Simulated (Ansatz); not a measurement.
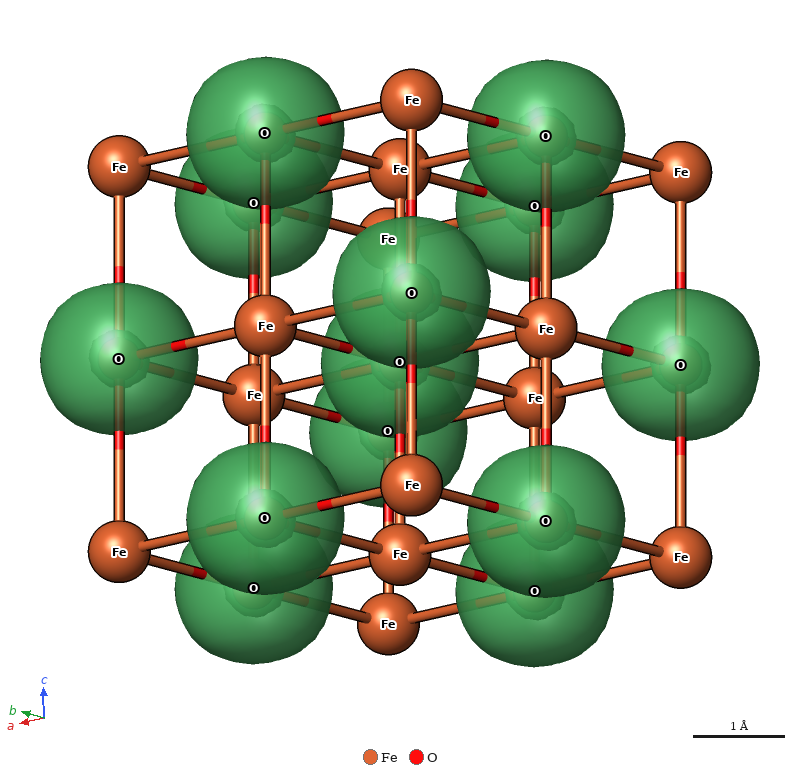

FeO. Isosurface of the ELF at 0.65 (green), seen at an oblique angle. Only the valence region is drawn (cores and ρ < 0.01 e/Å³ removed). Sticks mark near contacts.

Space group Fm-3m; changed on purpose from its base cell (volume × 1.06, shape and atoms relaxed); computed pressure about −9 GPa in this cell; spin-polarised.

Theory: DFT PBE, scalar-relativistic, plane waves, PAW (Ansatz 0.2.0).

The calculation's input:

```
crystal:
  lattice:
    - [1.5531103315, 0.896688668, 2.5368009404]
    - [-1.5531103315, 0.896688668, 2.5368009404]
    - [0.0, -1.7933773359, 2.5368009404]
  atoms:
    - { symbol: Fe, position: [0.0, 0.0, 0.0], spin: 3.79 }
    - { symbol: O, position: [0.5, 0.5, 0.5], spin: 0.35 }
basis:
  ecutwfc: 420
kpoints:
  mp_grid: { grid: [18, 18, 18] }
hamiltonian:
  xc: pbe
scf:
  occupations: { method: gaussian, width: 0.1 }
output:
  forces: true
  stress: true
  eigenvalues: true
  populations: true
  write_density: true
  write_potential: true
  elf: true
  volumetric_format: npy
magnetization:
  spin_polarized: true
relax:
  adjacent_minimum: "off"
  f_tol: 0.01
  max_steps: 30
  cell: { stress_tol: 0.1, fix: [volume] }
```

Command:

```sh
ansatz run input.yaml --threads 1 --pin off --max-ram 2560MiB --backend cpu --events-out ev --progress --plain --runs-dir out
```

Below, planes, directions and counts refer to the conventional cell (a = 4.39 Å, b = 4.39 Å, c = 4.39 Å, α = 89.99°, β = 89.99°, γ = 89.99°).

The fields are those of the run's last geometry, not of the input's.

Q: Describe the localisation domains.

A: The ELF exceeds this value in four regions wrapped around O (the valence shell of each), counted in one cell of 8 atoms. Regions shared between cells count once. Along the contacts the grid gives the following. Fe–O (2.20 Å): the ELF peaks at about 0.80 in the valence shell of O, 0.6 Å from its nucleus, and is about 0.15 at the midpoint (no localised pair shows between them).

Q: Does the calculation give a band gap?

A: It is metallic or semimetallic at this level of theory: no gap opens; semilocal functionals without U, or without the true magnetic order, often close the gap of such compounds.
